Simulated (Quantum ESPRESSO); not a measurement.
**Al$_{2}$O$_{3}$: band-structure run (part 3 of 3)**

Continued. System: Al$_{2}$O$_{3}$ (P-3m1, 5 atoms in the cell). Method: Kohn-Sham DFT of a periodic cell, r2SCAN, SG15 PBE 1.2, no spin polarisation (Quantum ESPRESSO 7.5); cutoff 1197.3 eV, 8×8×3 k-mesh, fermi-dirac of 0.05 eV. The structure derives from a Materials Project entry.

Geometry of the input (Å; fractional positions):
```
3.0175  0.0000  0.0000
-1.5087  2.6132  0.0000
0.0000  0.0000  7.5746
Al 0.0000  0.0000  0.7220
Al 0.0000  0.0000  0.2780
O  0.0000  0.0000  0.5000
O  0.6667  0.3333  0.8005
O  0.3333  0.6667  0.1995
```

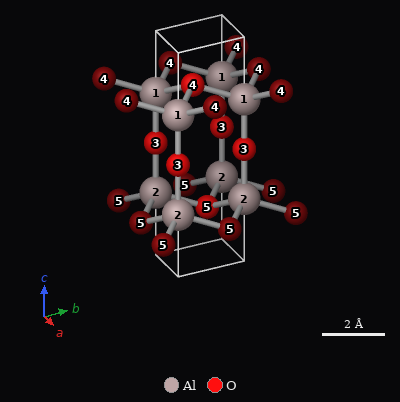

Fig. 1: The structure as given in the input (ball-and-stick view of the cell of the calculation, seen slightly off an axis; neighbours outside the cell are drawn fainter; atoms are numbered from 1 in the order of the input).

## The program's output, continued
```
   -99.1336 -99.1336 -58.3717 -58.3716 -58.3670 -58.3669 -58.2395 -58.2383
   -13.6031 -13.5785 -11.3673  -0.5304  -0.1428   0.9238   1.0687   2.1614
     2.5575   3.2553   4.7132   5.2105  13.3139  13.8719  14.2001  16.7249
    17.6877  18.0715  18.8137  19.5099

          k = 0.3507-0.6075-0.1863 (  5609 PWs)   bands (ev):

   -99.1336 -99.1336 -58.3717 -58.3716 -58.3670 -58.3669 -58.2395 -58.2383
   -13.6031 -13.5785 -11.3673  -0.5304  -0.1428   0.9238   1.0687   2.1614
     2.5575   3.2553   4.7132   5.2105  13.3139  13.8719  14.2001  16.7249
    17.6877  18.0715  18.8137  19.5099

          k = 0.3507-0.4050 0.0000 (  5631 PWs)   bands (ev):

   -99.1338 -99.1338 -58.3703 -58.3702 -58.3647 -58.3646 -58.2398 -58.2386
   -13.8531 -13.7609 -11.4710  -0.3002   0.0956   1.6039   1.7308   1.9935
     2.2091   3.6312   4.7581   5.7043  12.6581  12.9612  14.2078  16.2265
    17.5167  18.5846  19.2190  20.3055

          k = 0.3507-0.4050 0.1863 (  5632 PWs)   bands (ev):

   -99.1338 -99.1338 -58.3703 -58.3702 -58.3647 -58.3646 -58.2398 -58.2387
   -13.8275 -13.7877 -11.4695  -0.3295   0.1626   1.4406   1.7718   1.8694
     2.5481   3.4524   4.8118   5.6952  12.6565  13.1152  13.9489  16.3548
    17.6020  18.3367  19.5708  20.0934

          k = 0.3507-0.4050-0.1863 (  5632 PWs)   bands (ev):

   -99.1338 -99.1338 -58.3703 -58.3702 -58.3647 -58.3646 -58.2398 -58.2387
   -13.8339 -13.7810 -11.4700  -0.3022   0.1384   1.4758   1.7489   1.8838
     2.4515   3.4815   4.8779   5.6887  12.4861  13.1818  14.0690  16.4152
    17.3121  18.4017  19.4878  20.3155

          k = 0.3507-0.2025 0.0000 (  5641 PWs)   bands (ev):

   -99.1341 -99.1340 -58.3679 -58.3678 -58.3634 -58.3633 -58.2401 -58.2389
   -14.0778 -13.9489 -11.5740   0.0762   0.6634   1.5950   2.0529   2.1547
     2.2337   3.7832   5.0155   5.9906  11.6151  12.6078  14.3684  16.1518
    17.8159  18.8260  19.4169  20.5566

          k = 0.3507-0.2025 0.1863 (  5628 PWs)   bands (ev):

   -99.1341 -99.1340 -58.3679 -58.3678 -58.3634 -58.3633 -58.2401 -58.2390
   -14.0440 -13.9851 -11.5709   0.0699   0.7294   1.2732   2.1682   2.2196
     2.5212   3.5109   5.0706   5.9915  11.7620  12.5554  14.0532  16.5945
    17.6368  18.4385  20.2711  20.5932

          k = 0.3507-0.2025-0.1863 (  5628 PWs)   bands (ev):

   -99.1341 -99.1340 -58.3679 -58.3678 -58.3634 -58.3633 -58.2401 -58.2390
   -14.0495 -13.9794 -11.5714   0.1094   0.6900   1.3140   2.1755   2.2121
     2.3844   3.5698   5.1418   5.9920  11.6998  12.4002  14.5179  16.0470
    17.7028  18.6727  19.6746  20.5470

          k = 0.3507-0.0000 0.0000 (  5635 PWs)   bands (ev):

   -99.1342 -99.1341 -58.3665 -58.3663 -58.3633 -58.3632 -58.2403 -58.2391
   -14.1674 -14.0251 -11.6165   0.2638   1.0568   1.6615   1.9561   2.1854
     2.1985   3.8376   5.2580   5.9822  11.2216  12.6342  14.2686  16.4401
    17.8821  18.9982  19.2546  20.4783

          k = 0.3507-0.0000 0.1863 (  5634 PWs)   bands (ev):

   -99.1342 -99.1341 -58.3665 -58.3663 -58.3633 -58.3632 -58.2402 -58.2391
   -14.1333 -14.0619 -11.6128   0.2690   1.0864   1.3545   2.1388   2.1791
     2.4808   3.5683   5.3440   5.9771  11.4387  12.2597  14.5381  16.2006
    17.9102  18.5854  20.1195  20.4547

          k = 0.3507-0.0000-0.1863 (  5634 PWs)   bands (ev):

   -99.1342 -99.1341 -58.3665 -58.3663 -58.3633 -58.3632 -58.2402 -58.2391
   -14.1333 -14.0619 -11.6128   0.2690   1.0864   1.3545   2.1388   2.1791
     2.4808   3.5683   5.3440   5.9771  11.4387  12.2597  14.5381  16.2006
    17.9102  18.5854  20.1195  20.4547

          k = 0.5261 0.3038 0.0000 (  5620 PWs)   bands (ev):

   -99.1337 -99.1337 -58.3721 -58.3720 -58.3644 -58.3643 -58.2397 -58.2385
   -13.7499 -13.6812 -11.4294  -0.6801  -0.3590   1.7809   1.9324   2.0349
     2.3219   3.4627   4.5650   5.8187  12.0089  13.0384  14.8072  15.8537
    17.7706  18.0149  18.6498  20.7400

          k = 0.5261 0.3038 0.1863 (  5607 PWs)   bands (ev):

   -99.1337 -99.1337 -58.3721 -58.3720 -58.3644 -58.3643 -58.2397 -58.2385
   -13.7414 -13.6899 -11.4294  -0.7105  -0.2940   1.7095   1.9572   2.0089
     2.3570   3.3571   4.6967   5.8210  12.0580  13.0821  14.2255  16.7225
    17.0426  18.1383  18.9373  20.5092

          k = 0.5261 0.3038-0.1863 (  5607 PWs)   bands (ev):

   -99.1337 -99.1337 -58.3721 -58.3720 -58.3644 -58.3643 -58.2397 -58.2385
   -13.7258 -13.7061 -11.4285  -0.7421  -0.2696   1.6253   1.9541   2.0121
     2.5882   3.2896   4.5872   5.8208  12.3631  12.7129  14.4418  16.2686
    17.5595  18.2009  18.8960  20.5215

          k = 0.5261 0.5063 0.0000 (  5608 PWs)   bands (ev):

   -99.1336 -99.1336 -58.3729 -58.3728 -58.3658 -58.3657 -58.2395 -58.2383
   -13.6041 -13.5706 -11.3690  -0.7972  -0.5268   1.4215   1.4880   2.0845
     2.5624   3.2264   4.5624   5.5258  12.2509  13.6875  14.9565  16.3586
    17.1842  17.8924  18.3976  20.1415

          k = 0.5261 0.5063 0.1863 (  5592 PWs)   bands (ev):

   -99.1336 -99.1336 -58.3729 -58.3728 -58.3658 -58.3657 -58.2395 -58.2383
   -13.6048 -13.5698 -11.3693  -0.8538  -0.4516   1.3592   1.5435   2.1247
     2.5233   3.1665   4.6230   5.5092  12.4510  13.3780  14.8595  16.4572
    17.3113  17.9317  18.7612  20.0093

          k = 0.5261 0.5063-0.1863 (  5592 PWs)   bands (ev):

   -99.1336 -99.1336 -58.3729 -58.3728 -58.3658 -58.3657 -58.2395 -58.2383
   -13.5938 -13.5810 -11.3689  -0.8687  -0.4393   1.3589   1.5418   2.0529
     2.7040   3.0966   4.5686   5.5141  12.5451  13.2773  15.0250  16.0667
    17.6297  18.1065  18.6342  19.9967

          k = 0.5261 0.7088 0.0000 (  5610 PWs)   bands (ev):

   -99.1335 -99.1335 -58.3720 -58.3719 -58.3682 -58.3681 -58.2394 -58.2382
   -13.5027 -13.4931 -11.3246  -0.4486  -0.2171   0.5347   0.6416   2.4172
     2.7408   2.9248   4.6938   5.0461  13.2586  14.0676  14.9404  16.9241
    17.3901  17.9180  17.9455  19.8155

          k = 0.5261 0.7088 0.1863 (  5608 PWs)   bands (ev):

   -99.1335 -99.1335 -58.3720 -58.3719 -58.3682 -58.3681 -58.2394 -58.2382
   -13.5033 -13.4924 -11.3246  -0.5256  -0.1480   0.4844   0.7122   2.4392
     2.7712   2.9099   4.6613   4.9962  13.3880  13.9397  14.9217  16.8473
    17.8182  18.1399  18.3820  19.3525

          k = 0.5261 0.7088-0.1863 (  5608 PWs)   bands (ev):

   -99.1335 -99.1335 -58.3720 -58.3719 -58.3682 -58.3681 -58.2394 -58.2382
   -13.5033 -13.4924 -11.3246  -0.5256  -0.1480   0.4844   0.7122   2.4392
     2.7712   2.9099   4.6613   4.9962  13.3880  13.9397  14.9217  16.8473
    17.8182  18.1398  18.3820  19.3525

          k = 0.5261 0.9113 0.0000 (  5610 PWs)   bands (ev):

   -99.1335 -99.1335 -58.3720 -58.3719 -58.3682 -58.3681 -58.2394 -58.2382
   -13.5027 -13.4931 -11.3246  -0.4486  -0.2171   0.5347   0.6416   2.4172
     2.7408   2.9248   4.6938   5.0461  13.2586  14.0676  14.9404  16.9241
    17.3901  17.9180  17.9455  19.8152

          k = 0.5261 0.9113 0.1863 (  5608 PWs)   bands (ev):

   -99.1335 -99.1335 -58.3720 -58.3719 -58.3682 -58.3681 -58.2394 -58.2382
   -13.5033 -13.4924 -11.3246  -0.5256  -0.1480   0.4844   0.7122   2.4392
     2.7712   2.9099   4.6613   4.9962  13.3880  13.9397  14.9217  16.8473
    17.8182  18.1399  18.3820  19.3525

          k = 0.5261 0.9113-0.1863 (  5608 PWs)   bands (ev):

   -99.1335 -99.1335 -58.3720 -58.3719 -58.3682 -58.3681 -58.2394 -58.2382
   -13.5033 -13.4924 -11.3246  -0.5256  -0.1480   0.4844   0.7122   2.4392
     2.7712   2.9099   4.6613   4.9962  13.3880  13.9397  14.9217  16.8473
    17.8182  18.1398  18.3820  19.3525

          k = 0.5261-0.5063 0.0000 (  5608 PWs)   bands (ev):

   -99.1336 -99.1336 -58.3729 -58.3728 -58.3658 -58.3657 -58.2395 -58.2383
   -13.6041 -13.5706 -11.3690  -0.7972  -0.5268   1.4215   1.4880   2.0845
     2.5624   3.2264   4.5624   5.5258  12.2509  13.6875  14.9565  16.3586
    17.1842  17.8924  18.3976  20.1415

          k = 0.5261-0.5063 0.1863 (  5592 PWs)   bands (ev):

   -99.1336 -99.1336 -58.3729 -58.3728 -58.3658 -58.3657 -58.2395 -58.2383
   -13.5938 -13.5810 -11.3689  -0.8687  -0.4393   1.3589   1.5418   2.0529
     2.7040   3.0966   4.5686   5.5141  12.5451  13.2773  15.0250  16.0667
    17.6297  18.1065  18.6342  19.9967

          k = 0.5261-0.5063-0.1863 (  5592 PWs)   bands (ev):

   -99.1336 -99.1336 -58.3729 -58.3728 -58.3658 -58.3657 -58.2395 -58.2383
   -13.6048 -13.5698 -11.3693  -0.8538  -0.4516   1.3592   1.5435   2.1247
     2.5233   3.1665   4.6230   5.5092  12.4510  13.3780  14.8595  16.4572
    17.3113  17.9317  18.7612  20.0093

          k = 0.5261-0.3038 0.0000 (  5620 PWs)   bands (ev):

   -99.1337 -99.1337 -58.3721 -58.3720 -58.3644 -58.3643 -58.2397 -58.2385
   -13.7499 -13.6812 -11.4294  -0.6801  -0.3590   1.7809   1.9324   2.0349
     2.3219   3.4627   4.5650   5.8187  12.0089  13.0384  14.8072  15.8537
    17.7706  18.0149  18.6498  20.7434

          k = 0.5261-0.3038 0.1863 (  5607 PWs)   bands (ev):

   -99.1337 -99.1337 -58.3721 -58.3720 -58.3644 -58.3643 -58.2397 -58.2385
   -13.7258 -13.7061 -11.4285  -0.7421  -0.2696   1.6253   1.9541   2.0121
     2.5882   3.2896   4.5872   5.8208  12.3631  12.7129  14.4418  16.2686
    17.5595  18.2009  18.8960  20.5222

          k = 0.5261-0.3038-0.1863 (  5607 PWs)   bands (ev):

   -99.1337 -99.1337 -58.3721 -58.3720 -58.3644 -58.3643 -58.2397 -58.2385
   -13.7414 -13.6899 -11.4294  -0.7105  -0.2940   1.7095   1.9572   2.0089
     2.3570   3.3571   4.6967   5.8210  12.0580  13.0821  14.2255  16.7225
    17.0426  18.1383  18.9374  20.5080

          k = 0.5261-0.1013 0.0000 (  5631 PWs)   bands (ev):

   -99.1338 -99.1338 -58.3703 -58.3702 -58.3647 -58.3646 -58.2398 -58.2386
   -13.8531 -13.7609 -11.4710  -0.3002   0.0956   1.6039   1.7308   1.9935
     2.2091   3.6312   4.7581   5.7043  12.6581  12.9612  14.2078  16.2265
    17.5167  18.5846  19.2190  20.3055

          k = 0.5261-0.1013 0.1863 (  5632 PWs)   bands (ev):

   -99.1338 -99.1338 -58.3703 -58.3702 -58.3647 -58.3646 -58.2398 -58.2387
   -13.8275 -13.7877 -11.4695  -0.3295   0.1626   1.4406   1.7718   1.8694
     2.5481   3.4524   4.8118   5.6952  12.6565  13.1152  13.9489  16.3548
    17.6020  18.3367  19.5707  20.0934

          k = 0.5261-0.1013-0.1863 (  5632 PWs)   bands (ev):

   -99.1338 -99.1338 -58.3703 -58.3702 -58.3647 -58.3646 -58.2398 -58.2387
   -13.8339 -13.7810 -11.4700  -0.3022   0.1384   1.4758   1.7489   1.8838
     2.4515   3.4815   4.8779   5.6887  12.4861  13.1818  14.0690  16.4152
    17.3121  18.4017  19.4878  20.3155

          k = 0.5261 0.1013 0.0000 (  5631 PWs)   bands (ev):

   -99.1338 -99.1338 -58.3703 -58.3702 -58.3647 -58.3646 -58.2398 -58.2386
   -13.8531 -13.7609 -11.4710  -0.3002   0.0956   1.6039   1.7308   1.9935
     2.2091   3.6312   4.7581   5.7043  12.6581  12.9612  14.2078  16.2265
    17.5167  18.5846  19.2190  20.3058

          k = 0.5261 0.1013 0.1863 (  5632 PWs)   bands (ev):

   -99.1338 -99.1338 -58.3703 -58.3702 -58.3647 -58.3646 -58.2398 -58.2387
   -13.8339 -13.7810 -11.4700  -0.3022   0.1384   1.4758   1.7489   1.8838
     2.4515   3.4815   4.8779   5.6887  12.4861  13.1818  14.0690  16.4152
    17.3121  18.4017  19.4878  20.3155

          k = 0.5261 0.1013-0.1863 (  5632 PWs)   bands (ev):

   -99.1338 -99.1338 -58.3703 -58.3702 -58.3647 -58.3646 -58.2398 -58.2387
   -13.8275 -13.7877 -11.4695  -0.3295   0.1626   1.4406   1.7718   1.8694
     2.5481   3.4524   4.8118   5.6952  12.6565  13.1152  13.9489  16.3548
    17.6020  18.3367  19.5707  20.0934

          k =-0.7015-0.4050 0.0000 (  5602 PWs)   bands (ev):

   -99.1336 -99.1336 -58.3738 -58.3737 -58.3649 -58.3648 -58.2395 -58.2383
   -13.5915 -13.5764 -11.3704  -1.0190  -0.7514   1.8429   1.8447   1.9554
     2.6595   3.1152   4.4799   5.7490  11.6579  13.3537  15.3122  16.1237
    16.8203  17.9977  18.2981  20.7804

          k =-0.7015-0.4050 0.1863 (  5592 PWs)   bands (ev):

   -99.1336 -99.1336 -58.3738 -58.3737 -58.3649 -58.3648 -58.2395 -58.2383
   -13.5979 -13.5698 -11.3709  -1.0896  -0.6610   1.8479   1.8700   1.9287
     2.7107   2.9818   4.5317   5.7516  11.9617  12.9071  15.2916  15.7941
    17.4900  17.9307  18.5512  20.5502

          k =-0.7015-0.2025 0.0000 (  5608 PWs)   bands (ev):

   -99.1336 -99.1336 -58.3729 -58.3728 -58.3658 -58.3657 -58.2395 -58.2383
   -13.6041 -13.5706 -11.3690  -0.7972  -0.5268   1.4215   1.4880   2.0845
     2.5624   3.2264   4.5624   5.5258  12.2509  13.6875  14.9565  16.3586
    17.1842  17.8924  18.3976  20.1415

          k =-0.7015-0.2025 0.1863 (  5592 PWs)   bands (ev):

   -99.1336 -99.1336 -58.3729 -58.3728 -58.3658 -58.3657 -58.2395 -58.2383
   -13.5938 -13.5810 -11.3689  -0.8687  -0.4393   1.3589   1.5418   2.0529
     2.7040   3.0966   4.5686   5.5141  12.5451  13.2773  15.0250  16.0667
    17.6297  18.1065  18.6342  19.9967

          k =-0.7015-0.2025-0.1863 (  5592 PWs)   bands (ev):

   -99.1336 -99.1336 -58.3729 -58.3728 -58.3658 -58.3657 -58.2395 -58.2383
   -13.6048 -13.5698 -11.3693  -0.8538  -0.4516   1.3592   1.5435   2.1247
     2.5233   3.1665   4.6230   5.5092  12.4510  13.3780  14.8595  16.4572
    17.3113  17.9317  18.7612  20.0093

          k =-0.7015 0.0000 0.0000 (  5605 PWs)   bands (ev):

   -99.1336 -99.1336 -58.3718 -58.3716 -58.3670 -58.3669 -58.2395 -58.2383
   -13.6131 -13.5682 -11.3675  -0.4831  -0.1960   0.9600   1.0248   2.3022
     2.3616   3.3252   4.6844   5.2545  13.3382  13.7724  14.2286  17.1400
    17.3237  17.9385  18.2610  19.7338

          k =-0.7015 0.0000 0.1863 (  5609 PWs)   bands (ev):

   -99.1336 -99.1336 -58.3717 -58.3716 -58.3670 -58.3669 -58.2395 -58.2383
   -13.6031 -13.5785 -11.3673  -0.5304  -0.1428   0.9238   1.0687   2.1614
     2.5575   3.2553   4.7132   5.2105  13.3139  13.8719  14.2001  16.7249
    17.6877  18.0715  18.8137  19.5099

          k =-0.7015 0.0000-0.1863 (  5609 PWs)   bands (ev):

   -99.1336 -99.1336 -58.3717 -58.3716 -58.3670 -58.3669 -58.2395 -58.2383
   -13.6031 -13.5785 -11.3673  -0.5304  -0.1428   0.9238   1.0687   2.1614
     2.5575   3.2553   4.7132   5.2105  13.3139  13.8719  14.2001  16.7249
    17.6877  18.0715  18.8137  19.5099

          k =-0.7015 0.2025 0.0000 (  5608 PWs)   bands (ev):

   -99.1336 -99.1336 -58.3729 -58.3728 -58.3658 -58.3657 -58.2395 -58.2383
   -13.6041 -13.5706 -11.3690  -0.7972  -0.5268   1.4215   1.4880   2.0845
     2.5624   3.2264   4.5624   5.5258  12.2509  13.6875  14.9565  16.3586
    17.1842  17.8924  18.3976  20.1415

          k =-0.7015 0.2025 0.1863 (  5592 PWs)   bands (ev):

   -99.1336 -99.1336 -58.3729 -58.3728 -58.3658 -58.3657 -58.2395 -58.2383
   -13.6048 -13.5698 -11.3693  -0.8538  -0.4516   1.3592   1.5435   2.1247
     2.5233   3.1665   4.6230   5.5092  12.4510  13.3780  14.8595  16.4572
    17.3113  17.9317  18.7612  20.0093

          k =-0.7015 0.2025-0.1863 (  5592 PWs)   bands (ev):

   -99.1336 -99.1336 -58.3729 -58.3728 -58.3658 -58.3657 -58.2395 -58.2383
   -13.5938 -13.5810 -11.3689  -0.8687  -0.4393   1.3589   1.5418   2.0529
     2.7040   3.0966   4.5686   5.5141  12.5451  13.2773  15.0250  16.0667
    17.6297  18.1065  18.6342  19.9967

          k =-0.7015-1.2150 0.0000 (  5602 PWs)   bands (ev):

   -99.1336 -99.1336 -58.3738 -58.3737 -58.3649 -58.3648 -58.2395 -58.2383
   -13.5915 -13.5764 -11.3704  -1.0190  -0.7514   1.8429   1.8447   1.9554
     2.6595   3.1152   4.4799   5.7490  11.6579  13.3537  15.3122  16.1237
    16.8203  17.9977  18.2981  20.7805

          k =-0.7015-1.2150 0.1863 (  5592 PWs)   bands (ev):

   -99.1336 -99.1336 -58.3738 -58.3737 -58.3649 -58.3648 -58.2395 -58.2383
   -13.5979 -13.5698 -11.3709  -1.0896  -0.6610   1.8479   1.8700   1.9287
     2.7107   2.9818   4.5317   5.7516  11.9617  12.9071  15.2916  15.7941
    17.4900  17.9307  18.5512  20.5502

     the Fermi energy is     8.0554 ev

!    total energy              =    -373.49962953 Ry
     estimated scf accuracy    <          8.7E-09 Ry
     smearing contrib. (-TS)   =      -0.00000000 Ry
     internal energy E=F+TS    =    -373.49962953 Ry

     The total energy is F=E-TS. E is the sum of the following terms:
     one-electron contribution =    -256.71149710 Ry
     hartree contribution      =     123.08145272 Ry
     xc contribution           =     -53.24313345 Ry
     ewald contribution        =    -186.62645171 Ry

     convergence has been achieved in  10 iterations

     Forces acting on atoms (cartesian axes, Ry/au):

     atom    1 type  1   force =    -0.00000005    0.00000008   -0.00019572
     atom    2 type  1   force =    -0.00000004    0.00000014    0.00019626
     atom    3 type  2   force =     0.00000014    0.00000008   -0.00000053
     atom    4 type  2   force =    -0.00000013   -0.00000019   -0.01787202
     atom    5 type  2   force =     0.00000008   -0.00000011    0.01787201

     Total force =     0.025276     Total SCF correction =     0.000059

     Computing stress (Cartesian axis) and pressure

          total   stress  (Ry/bohr**3)                   (kbar)     P=      -49.86
  -0.00031567   0.00000000   0.00000000          -46.44        0.00        0.00
   0.00000000  -0.00031567   0.00000000            0.00      -46.44        0.00
   0.00000000   0.00000000  -0.00038541            0.00        0.00      -56.70

=------------------------------------------------------------------------------=
   JOB DONE.
=------------------------------------------------------------------------------=
```

## Summary

```csv
quantity,value
outcome,converged
space group (tolerance 0.01 Å),P-3m1 (164)
electrons treated,40
free energy,−5081.7213 eV
Fermi energy of the self-consistent step,8.055 eV
gap on the k-point mesh,2.93 eV
gap on the band path,2.93 eV
pressure,−4.99 GPa
largest force (length of the vector),0.460 eV/Å
hardware,"2 threads of Intel Xeon @ 2.50GHz (Skylake/Cascade Lake), 64 GiB of memory available, shared host"
wall time,10 min (CPU time 21 min)
peak memory,0.46 GiB
```

## Remarks

Further notes kept with the run: potentials made for another functional; eigenvalues not converged. Points of doubt noted for this run: potentials made for another functional.
